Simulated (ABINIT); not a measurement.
Run report: ZrSe2, single-point calculation

ZrSe2 (P-3m1, 3 atoms in the cell), computed with Kohn-Sham DFT of a periodic cell, PBE, JTH PAW PBE v2.0, no spin polarisation (ABINIT 10.8.3).

The structure derives from an entry of the Crystallography Open Database.

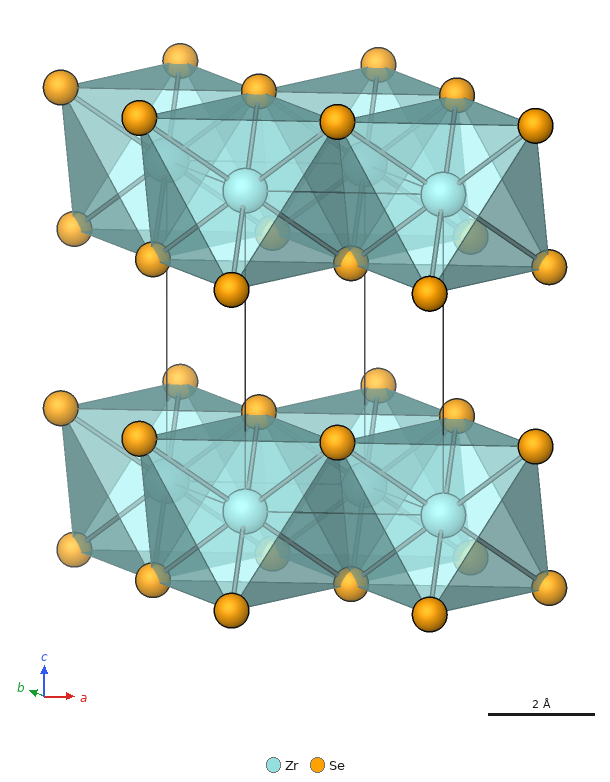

**Figure 1.** The structure as given in the input (polyhedral view of the cell of the calculation, seen slightly off an axis; polyhedra are completed across the faces of the cell).

Input file
```
# Pseudopotentials
pp_dirpath "./"
pseudos "Zr.GGA_PBE-JTH.xml, Se.GGA_PBE-JTH.xml"

# Structure
acell 3*1.0 Angstrom
rprim
     3.7980000000     0.0000000000     0.0000000000
    -1.8990000000     3.2891644836     0.0000000000
     0.0000000000     0.0000000000     6.1920000000
ntypat 2
znucl 40 34
natom 3
typat 1 2 2
xred
     0.0000000000     0.0000000000     0.0000000000
     0.6666666667     0.3333333333     0.7500000000
     0.3333333333     0.6666666667     0.2500000000

# Plane-wave basis
ecut 462.593566 eV
pawecutdg 34.0

# k points
kptopt 1
ngkpt 3 3 2
nshiftk 1
shiftk 0.0 0.0 0.0

# Exchange and correlation
ixc 11

# Bands and occupations
nband 16
occopt 3
tsmear 0.05 eV

# SCF cycle
nstep 100
tolvrs 1.0e-9

# Output
iomode 3
prtwf 0
prtden 0
prteig 0
prtebands 0
enunit 1
prtvol 2
```

Run on 1 thread of Arm Neoverse V1, 24 GiB of memory available, shared host.

Run as:
```bash
abinit run.abi > log 2>&1
```

The program's output
```
.Version 10.8.3 of ABINIT
 Symmetries : space group P-3 m 1 (#164); Bravais hP (primitive hexag.)
================================================================================
 Values of the parameters that define the memory need of the present run
     intxc =       0    ionmov =       0      iscf =      17    lmnmax =      18
     lnmax =       6     mgfft =      45  mpssoang =       3    mqgrid =    3072
     natom =       3  nloc_mem =       2    nspden =       1   nspinor =       1
    nsppol =       1      nsym =      12    n1xccc =       1    ntypat =       2
    occopt =       3   xclevel =       2
       mpw =        1752          nfft =       40500          nkpt =           6
 PAW method is used; the additional fine FFT grid is defined by:
   mgfftf=        64    nfftf =    102400
================================================================================
================================================================================

--------------------------------------------------------------------------------
------------- Echo of variables that govern the present computation ------------
--------------------------------------------------------------------------------
 -outvars: echo values of preprocessed input variables --------
            acell      1.8897261259E+00  1.8897261259E+00  1.8897261259E+00 Bohr
              amu      9.12240000E+01  7.89600000E+01
             ecut      1.70000000E+01 Hartree
           enunit           1
              ixc          11
         kptrlatt        3    0    0      0    3    0      0    0    2
          kptrlen      2.15315395E+01
            natom           3
            nband          16
            ngfft          30      30      45
          ngfftdg          40      40      64
             nkpt           6
            nstep         100
             nsym          12
           ntypat           2
           occopt           3
        pawecutdg      3.40000000E+01 Hartree
         pawxcdev           0
           prtden           0
        prtebands           0
           prteig           0
           prtvol           2
            prtwf           0
            rprim      3.7980000000E+00  0.0000000000E+00  0.0000000000E+00
                      -1.8990000000E+00  3.2891644836E+00  0.0000000000E+00
                       0.0000000000E+00  0.0000000000E+00  6.1920000000E+00
          spgroup         164
           tolvrs      1.00000000E-09
           tsmear      1.83746611E-03 Hartree
            typat      1  2  2
           useylm           1
           xangst      0.0000000000E+00  0.0000000000E+00  0.0000000000E+00
                       1.8990000000E+00  1.0963881612E+00  4.6440000000E+00
                       3.8049734892E-17  2.1927763224E+00  1.5480000000E+00
            xcart      0.0000000000E+00  0.0000000000E+00  0.0000000000E+00
                       3.5885899131E+00  2.0718733524E+00  8.7758881287E+00
                       7.1903578110E-17  4.1437467047E+00  2.9252960429E+00
             xred      0.0000000000E+00  0.0000000000E+00  0.0000000000E+00
                       6.6666666667E-01  3.3333333333E-01  7.5000000000E-01
                       3.3333333333E-01  6.6666666667E-01  2.5000000000E-01
            znucl       40.00000   34.00000

================================================================================

 chkinp: Checking input parameters for consistency.

================================================================================
== DATASET  1 ==================================================================

--- !DatasetInfo
iteration_state: {dtset: 1, }
dimensions: {natom: 3, nkpt: 6, mband: 16, nsppol: 1, nspinor: 1, nspden: 1, mpw: 1752, }
cutoff_energies: {ecut:  17.0, pawecutdg:  34.0, }
electrons: {nelect:   2.40000000E+01, charge:   0.00000000E+00, occopt:   3.00000000E+00, tsmear:   1.83746611E-03, }
meta: {optdriver: 0, ionmov: 0, optcell: 0, iscf: 17, paral_kgb: 0, }
...

 Exchange-correlation functional for the present dataset will be:
  GGA: Perdew-Burke-Ernzerhof functional - ixc=11
  J.P.Perdew, K.Burke, M.Ernzerhof, PRL 77, 3865 (1996)

 Real(R)+Recip(G) space primitive vectors, cartesian coordinates (Bohr,Bohr^-1):
 R(1)=  7.1771798  0.0000000  0.0000000  G(1)=  0.1393305  0.0804425  0.0000000
 R(2)= -3.5885899  6.2156201  0.0000000  G(2)=  0.0000000  0.1608850  0.0000000
 R(3)=  0.0000000  0.0000000 11.7011842  G(3)=  0.0000000  0.0000000  0.0854614
 Unit cell volume ucvol=  5.2199711E+02 bohr^3
 Angles (23,13,12)=  9.00000000E+01  9.00000000E+01  1.20000000E+02 degrees

 Coarse grid specifications (used for wave-functions):

 getcut: wavevector=  0.0000  0.0000  0.0000  ngfft=  30  30  45
         ecut(hartree)=     17.000   => boxcut(ratio)=   2.02597

 Fine grid specifications (used for densities):

 getcut: wavevector=  0.0000  0.0000  0.0000  ngfft=  40  40  64
         ecut(hartree)=     34.000   => boxcut(ratio)=   2.08375

--- Pseudopotential description ------------------------------------------------
- pspini: atom type   1  psp file is ./Zr.GGA_PBE-JTH.xml
 Pseudopotential format is: paw10
 basis_size (lnmax)=  6 (lmn_size= 18), orbitals=   0   0   1   1   2   2
 Spheres core radius: rc_sph= 2.22030268
 Shapefunction is BESSEL type: shapef(r,l)=aa(1,l)*jl(q(1,l)*r)+aa(2,l)*jl(q(2,l)*r)
 Radius for shape functions =  2.22030268
 Compensation charge density is not taken into account in XC energy/potential

- pspini: atom type   2  psp file is ./Se.GGA_PBE-JTH.xml
 Pseudopotential format is: paw10
 basis_size (lnmax)=  4 (lmn_size=  8), orbitals=   0   0   1   1
 Spheres core radius: rc_sph= 2.21132333
 Shapefunction is BESSEL type: shapef(r,l)=aa(1,l)*jl(q(1,l)*r)+aa(2,l)*jl(q(2,l)*r)
 Radius for shape functions =  2.00656599
 Compensation charge density is not taken into account in XC energy/potential

   1.87172840E+03                                ecore*ucvol(ha*bohr**3)
--------------------------------------------------------------------------------

================================================================================

--- !BeginCycle
iteration_state: {dtset: 1, }
solver: {iscf: 17, nstep: 100, nline: 4, wfoptalg: 10, }
tolerances: {tolvrs: 1.00E-09, }
...

     iter   Etot(hartree)      deltaE(h)  residm     nres2
 ETOT  1  -66.759996890843    -6.676E+01 1.613E-01 1.024E+01
 ETOT  2  -66.809445471926    -4.945E-02 6.892E-03 2.113E+00
 ETOT  3  -66.806647914643     2.798E-03 5.104E-04 4.240E-01
 ETOT  4  -66.806836027663    -1.881E-04 6.996E-04 1.667E-02
 ETOT  5  -66.806761803176     7.422E-05 3.198E-05 2.226E-03
 ETOT  6  -66.806762507586    -7.044E-07 4.438E-05 1.912E-04
 ETOT  7  -66.806763369890    -8.623E-07 2.992E-05 4.775E-05
 ETOT  8  -66.806764381193    -1.011E-06 2.195E-05 9.082E-06
 ETOT  9  -66.806764512422    -1.312E-07 2.154E-05 7.897E-07
 ETOT 10  -66.806764514083    -1.661E-09 1.746E-05 3.368E-08
 ETOT 11  -66.806764515426    -1.342E-09 1.542E-05 1.260E-08
 ETOT 12  -66.806764515477    -5.160E-11 1.476E-05 8.181E-10

 At SCF step   12       nres2   =  8.18E-10 < tolvrs=  1.00E-09 =>converged.

 Cartesian components of stress tensor (hartree/bohr^3)
  sigma(1 1)= -1.02665064E-04  sigma(3 2)=  0.00000000E+00
  sigma(2 2)= -1.02665064E-04  sigma(3 1)=  0.00000000E+00
  sigma(3 3)= -8.00278734E-05  sigma(2 1)=  0.00000000E+00

--- !ResultsGS
iteration_state: {dtset: 1, }
comment   : Summary of ground state results
lattice_vectors:
- [  7.1771798,   0.0000000,   0.0000000, ]
- [ -3.5885899,   6.2156201,   0.0000000, ]
- [  0.0000000,   0.0000000,  11.7011842, ]
lattice_lengths: [   7.17718,    7.17718,   11.70118, ]
lattice_angles: [ 90.000,  90.000, 120.000, ] # degrees, (23, 13, 12)
lattice_volume:   5.2199711E+02
convergence: {deltae: -5.160E-11, res2:  8.181E-10, residm:  1.476E-05, diffor: null, }
etotal    :  -6.68067645E+01
entropy   :   0.00000000E+00
fermie    :   1.24987525E-01
cartesian_stress_tensor: # hartree/bohr^3
- [ -1.02665064E-04,   0.00000000E+00,   0.00000000E+00, ]
- [  0.00000000E+00,  -1.02665064E-04,   0.00000000E+00, ]
- [  0.00000000E+00,   0.00000000E+00,  -8.00278734E-05, ]
pressure_GPa:   2.7985E+00
xred      :
- [  0.0000E+00,   0.0000E+00,   0.0000E+00, Zr]
- [  6.6667E-01,   3.3333E-01,   7.5000E-01, Se]
- [  3.3333E-01,   6.6667E-01,   2.5000E-01, Se]
cartesian_forces: # hartree/bohr
- [ -2.50111723E-29,   4.33206212E-29,  -0.00000000E+00, ]
- [  5.00223447E-29,   1.73282485E-28,  -2.48062377E-03, ]
- [ -2.50111723E-29,  -2.16603106E-28,   2.48062377E-03, ]
force_length_stats: {min:   5.00223447E-29, max:   2.48062377E-03, mean:   1.65374918E-03, }
...

 Integrated electronic density in atomic spheres:
 ------------------------------------------------
 Atom  Sphere_radius  Integrated_density
    1        2.22030          8.91810249
    2        2.21132          4.02621868
    3        2.21132          4.02621868

================================================================================

 ----iterations are completed or convergence reached----

 Mean square residual over all n,k,spin=   27.144E-08; max=  14.764E-06
   0.0000  0.0000  0.0000    1  3.66772E-08 kpt; spin; max resid(k); each band:
  6.72E-14 5.21E-14 1.60E-14 1.60E-14 3.10E-13 7.47E-13 1.77E-13 3.41E-13
  4.41E-14 2.70E-14 2.51E-14 5.01E-13 1.94E-14 2.56E-14 3.40E-13 3.67E-08
   0.3333  0.0000  0.0000    1  1.12550E-05 kpt; spin; max resid(k); each band:
  5.72E-14 8.64E-14 4.96E-14 2.94E-14 5.61E-13 6.82E-13 1.92E-13 3.81E-13
  1.74E-13 4.56E-14 1.74E-13 3.66E-13 9.71E-14 1.10E-13 6.11E-13 1.13E-05
   0.3333  0.3333  0.0000    1  2.00891E-12 kpt; spin; max resid(k); each band:
  4.24E-14 7.68E-14 7.74E-14 3.38E-14 5.47E-13 5.98E-13 6.75E-14 1.72E-13
  1.83E-13 3.38E-13 3.35E-13 5.87E-14 8.77E-14 2.41E-13 2.01E-12 2.79E-13
   0.0000  0.0000  0.5000    1  2.70034E-09 kpt; spin; max resid(k); each band:
  7.61E-14 5.18E-14 1.47E-14 1.47E-14 1.69E-13 6.48E-13 1.24E-13 2.06E-13
  2.42E-13 3.92E-13 2.31E-14 2.33E-14 2.46E-14 2.03E-14 1.27E-13 2.70E-09
   0.3333  0.0000  0.5000    1  1.47637E-05 kpt; spin; max resid(k); each band:
  5.42E-14 8.52E-14 5.22E-14 3.17E-14 6.06E-13 5.69E-13 2.98E-13 1.71E-13
  6.89E-14 3.54E-13 2.18E-13 3.04E-13 8.88E-14 3.64E-13 2.82E-12 1.48E-05
   0.3333  0.3333  0.5000    1  6.47491E-13 kpt; spin; max resid(k); each band:
  4.85E-14 6.88E-14 7.12E-14 3.05E-14 5.43E-13 6.47E-13 2.18E-13 2.13E-13
  1.00E-13 5.66E-14 2.86E-13 3.34E-13 4.46E-14 1.69E-13 1.77E-13 4.92E-13
 reduced coordinates (array xred) for    3 atoms
       0.000000000000      0.000000000000      0.000000000000
       0.666666666667      0.333333333333      0.750000000000
       0.333333333333      0.666666666667      0.250000000000
 rms dE/dt=  1.3683E-02; max dE/dt=  2.9026E-02; dE/dt below (all hartree)
    1       0.000000000000      0.000000000000      0.000000000000
    2      -0.000000000000     -0.000000000000      0.029026235595
    3       0.000000000000      0.000000000000     -0.029026235595

 cartesian coordinates (angstrom) at end:
    1      0.00000000000000     0.00000000000000     0.00000000000000
    2      1.89900000000000     1.09638816120000     4.64400000000000
    3      0.00000000000000     2.19277632240000     1.54800000000000

 cartesian forces (hartree/bohr) at end:
    1     -0.00000000000000     0.00000000000000    -0.00000000000000
    2      0.00000000000000     0.00000000000000    -0.00248062377015
    3     -0.00000000000000    -0.00000000000000     0.00248062377015
 frms,max,avg= 1.1693773E-03 2.4806238E-03   0.000E+00  0.000E+00  0.000E+00 h/b

 cartesian forces (eV/Angstrom) at end:
    1     -0.00000000000000     0.00000000000000    -0.00000000000000
    2      0.00000000000000     0.00000000000000    -0.12755880297850
    3     -0.00000000000000    -0.00000000000000     0.12755880297850
 frms,max,avg= 6.0131796E-02 1.2755880E-01   0.000E+00  0.000E+00  0.000E+00 e/A
 length scales=  1.889726125908  1.889726125908  1.889726125908 bohr
              =  1.000000000000  1.000000000000  1.000000000000 angstroms
 Fermi (or HOMO) energy (eV) =   3.40108   Average Vxc (eV)=  -9.66225
 Eigenvalues (   eV  ) for nkpt=   6  k points:
 kpt#   1, nband= 16, wtk=  0.05556, kpt=  0.0000  0.0000  0.0000 (reduced coord)
 -46.46036  -24.52987  -24.37372  -24.37372  -10.03072   -8.77009   -1.53538    0.40860
   0.40860    3.11811    3.11811    3.16503    4.13806    4.13806    4.65530    7.45486
 kpt#   2, nband= 16, wtk=  0.33333, kpt=  0.3333  0.0000  0.0000 (reduced coord)
 -46.45156  -24.51242  -24.49586  -24.40331   -9.26489   -8.83193   -0.74130   -0.16146
   0.09112    0.67149    1.85932    1.88154    3.80758    5.42446    5.71405    7.73140
 kpt#   3, nband= 16, wtk=  0.11111, kpt=  0.3333  0.3333  0.0000 (reduced coord)
 -46.44716  -24.49763  -24.49763  -24.48304   -8.83058   -8.83058   -0.59418   -0.40302
  -0.40302    0.83227    0.83227    1.41323    4.76983    5.71385    5.71385    7.17119
 kpt#   4, nband= 16, wtk=  0.05556, kpt=  0.0000  0.0000  0.5000 (reduced coord)
 -46.46036  -24.53012  -24.37370  -24.37370   -9.76510   -9.14785   -0.43280    0.45346
   0.45346    1.10827    2.95317    2.95317    4.11056    4.11056    5.04128    7.85268
 kpt#   5, nband= 16, wtk=  0.33333, kpt=  0.3333  0.0000  0.5000 (reduced coord)
 -46.45156  -24.51241  -24.49598  -24.40332   -9.17441   -8.92682   -0.97906   -0.51344
   0.56799    0.85189    2.02534    2.06936    3.70307    5.50694    5.79675    7.39866
 kpt#   6, nband= 16, wtk=  0.11111, kpt=  0.3333  0.3333  0.5000 (reduced coord)
 -46.44716  -24.49760  -24.49760  -24.48314   -8.83242   -8.83242   -0.56911   -0.56911
  -0.21057    0.79644    1.13660    1.13660    4.83108    5.31601    5.31601    7.97619
 Total charge density [el/Bohr^3]
)     Maximum=    7.2077E-01  at reduced coord.    0.9500    0.9750    0.0000
)Next maximum=    7.2077E-01  at reduced coord.    0.0250    0.9750    0.0000
)     Minimum=   -1.5868E-02  at reduced coord.    0.3250    0.6500    0.2500
)Next minimum=   -1.5868E-02  at reduced coord.    0.3250    0.6750    0.2500
   Integrated=    2.4000E+01

--- !EnergyTerms
iteration_state     : {dtset: 1, }
comment             : Components of total free energy in Hartree
kinetic             :  1.89193855198748E+01
hartree             :  1.71923382987390E+01
xc                  : -1.94167086737740E+01
Ewald energy        : -4.65199731660101E+01
psp_core            :  3.58570641510801E+00
local_psp           : -5.82989872724049E+01
PAW spherical_terms :  1.77315228802839E+01
internal            : -6.68067159981832E+01
'-kT*entropy'       : -4.40832287320598E-05
total_energy        : -6.68067600814120E+01
total_energy_eV     : -1.81790455241789E+03
...

--- !EnergyTermsDC
iteration_state     : {dtset: 1, }
comment             : '"Double-counting" decomposition of free energy'
band_energy         : -9.85851853135542E+00
Ewald energy        : -4.65199731660101E+01
psp_core            :  3.58570641510801E+00
xc_dc               : -2.17484229047673E+01
PAW spherical_terms :  7.73448775477623E+00
internal            : -6.68067204322485E+01
'-kT*entropy'       : -4.40832287320598E-05
total_energy_dc     : -6.68067645154772E+01
total_energy_dc_eV  : -1.81790467307495E+03
...

--- !EnergyTermsWithPAWCore
iteration_state     : {dtset: 1, }
comment             : 'Components of total free energy, including PAW core contributions'
Total energy        : -8.45912269695206E+03
Total energy DC     : -8.45912270138612E+03
Total energy (eV)   : -2.30184455008907E+05
Total energy DC (eV): -2.30184455129564E+05
...

 Cartesian components of stress tensor (hartree/bohr^3)
  sigma(1 1)= -1.02665064E-04  sigma(3 2)=  0.00000000E+00
  sigma(2 2)= -1.02665064E-04  sigma(3 1)=  0.00000000E+00
  sigma(3 3)= -8.00278734E-05  sigma(2 1)=  0.00000000E+00

-Cartesian components of stress tensor (GPa)         [Pressure=  2.7985E+00 GPa]
- sigma(1 1)= -3.02051047E+00  sigma(3 2)=  0.00000000E+00
- sigma(2 2)= -3.02051048E+00  sigma(3 1)=  0.00000000E+00
- sigma(3 3)= -2.35450132E+00  sigma(2 1)=  0.00000000E+00

== END DATASET(S) ==============================================================
================================================================================

 -outvars: echo values of variables after computation  --------
            acell      1.8897261259E+00  1.8897261259E+00  1.8897261259E+00 Bohr
           etotal     -6.6806764515E+01
            fcart     -2.5011172339E-29  4.3320621248E-29 -0.0000000000E+00
                       5.0022344679E-29  1.7328248499E-28 -2.4806237701E-03
                      -2.5011172339E-29 -2.1660310624E-28  2.4806237701E-03
            rprim      3.7980000000E+00  0.0000000000E+00  0.0000000000E+00
                      -1.8990000000E+00  3.2891644836E+00  0.0000000000E+00
                       0.0000000000E+00  0.0000000000E+00  6.1920000000E+00
           strten     -1.0266506426E-04 -1.0266506437E-04 -8.0027873353E-05
                       0.0000000000E+00  0.0000000000E+00  0.0000000000E+00
           xangst      0.0000000000E+00  0.0000000000E+00  0.0000000000E+00
                       1.8990000000E+00  1.0963881612E+00  4.6440000000E+00
                       3.8049734892E-17  2.1927763224E+00  1.5480000000E+00
             xred      0.0000000000E+00  0.0000000000E+00  0.0000000000E+00
                       6.6666666667E-01  3.3333333333E-01  7.5000000000E-01
                       3.3333333333E-01  6.6666666667E-01  2.5000000000E-01
 Calculation completed.
```

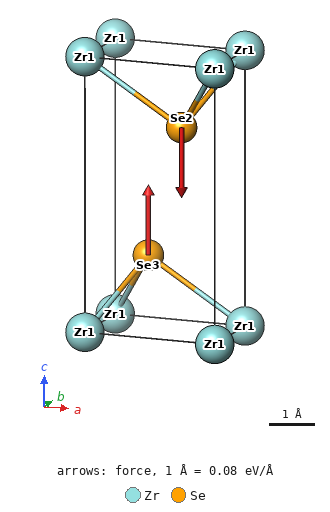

**Figure 2.** Forces on the atoms as red arrows (ball-and-stick view of the cell of the calculation, seen slightly off an axis; atoms are numbered from 1 in the order of the input). The largest act on Se2, Se3 (0.13 eV/Å). 

Key numbers

| quantity | value |
| --- | --- |
| outcome | converged |
| space group (tolerance 0.01 Å) | P-3m1 (164) |
| electrons treated | 24 |
| free energy | −1817.9047 eV |
| Fermi energy | 3.401 eV |
| gap on the k-point mesh | 0.54 eV |
| pressure | 2.80 GPa |
| largest force (length of the vector) | 0.128 eV/Å |
| wall time | 10 s |
| peak memory | 0.11 GiB |

Remarks

The k-point mesh is coarse for a cell of this size, so the results may not be converged.
